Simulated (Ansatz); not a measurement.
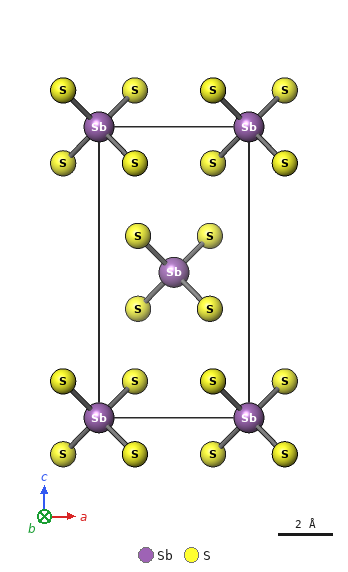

This is the input geometry for a relaxation of crystalline SbS4 (set up in I-42m) (coarse preliminary run). The picture is a ball-and-stick view of the conventional cell (2 times the calculation's cell), seen along the b axis. Lengths and directions refer to the drawn axes.

Case: 3 of 3 Li taken out, relaxed.

Method: Ansatz, DFT r2SCAN, scalar-relativistic, plane waves, PAW.

The input:
```yaml
crystal:
  lattice:
    - [-2.8195665966, 2.8195665966, 5.471608437]
    - [2.8195665966, -2.8195665966, 5.471608437]
    - [2.8195665966, 2.8195665966, -5.471608437]
  atoms:
    - { symbol: Sb, position: [0.0, 0.0, 0.0] }
    - { symbol: S, position: [0.6354063322, 0.1139935882, 0.0] }
    - { symbol: S, position: [0.1139935882, 0.6354063322, 0.0] }
    - { symbol: S, position: [0.3645936678, 0.3645936678, 0.4785872561] }
    - { symbol: S, position: [0.8860064118, 0.8860064118, 0.5214127439] }
basis:
  ecutwfc: 500
kpoints:
  mp_grid: { grid: [6, 6, 6] }
hamiltonian:
  xc: r2scan
scf:
  occupations: { method: gaussian, width: 0.1 }
output:
  forces: true
  stress: true
  eigenvalues: true
relax:
  adjacent_minimum: "off"
  f_tol: 0.0325
  max_steps: 70
  cell: { stress_tol: 0.24 }
```

Command:
```bash
ansatz run input.yaml --threads 2 --pin off --max-ram 5120MiB --backend cpu --events-out ev --progress --plain --runs-dir out
```

Question: Where does the relaxation end?

Answer: After 11 accepted moves (12 points after the start) the energy has fallen by 1.561 eV per cell of the calculation. The largest force component goes from 0.032 to 0.022 eV/Å. Pressure: −2.50 GPa at the start and −0.01 GPa at the end. The SCF was repeated once at an unchanged geometry on a basis and grid sized afresh for the cell, which shifted the energy by 1.7 meV per cell of the calculation at most. The largest moves relative to the cell, 0.23 Å, are those of S2, S3, S4 and S5. S4 goes roughly along [1 1 0]. Sb stays in place. Cell: a = b 5.639 → 4.315 Å (−23.5 %), c 10.943 → 12.711 Å (+16.2 %). Volume −32.0 %. Near-neighbour distances that change, for instance: S2–S3 4.158 → 2.735 Å, Sb1–S2 2.350 → 2.358 Å. Bond angles that change, for instance: S2–Sb1–S3 108.6° → 91.1°, S2–Sb1–S4 109.9° → 119.4°. The space group stays I-42m (No. 121). The run took 93 s on 2 threads of Intel(R) Xeon(R) 6975P-C (Granite Rapids), on a shared host, peak memory 1.1 GiB.

Step by step:

```tsv
step	E − E(0), meV/atom	largest force component, eV/Å	pressure, GPa	volume, Å³/atom	note
0	0.00	0.0317	-2.50	34.799	
1	-85.81	0.2046	-2.20	30.167	
2	-174.10	0.1647	-1.89	26.017	
3	-214.95	0.1103	0.88	22.493	
4	-217.49	0.0727	-0.32	22.591	
5	-218.99	0.0470	-0.15	22.566	
6	-231.92	0.0471	0.10	22.474	
7	-254.35	0.1754	-0.10	22.350	
8	-282.54	0.3010	-0.43	22.300	
9	-304.09	0.1988	-0.26	22.690	
10	-310.00	0.1431	0.34	23.855	
11	-312.44	0.0218	0.00	23.671	
12	-312.10	0.0219	-0.01	23.671	same geometry, new basis
```

After the run, drawn alike:

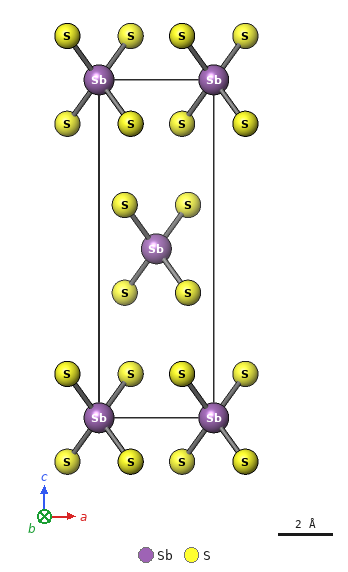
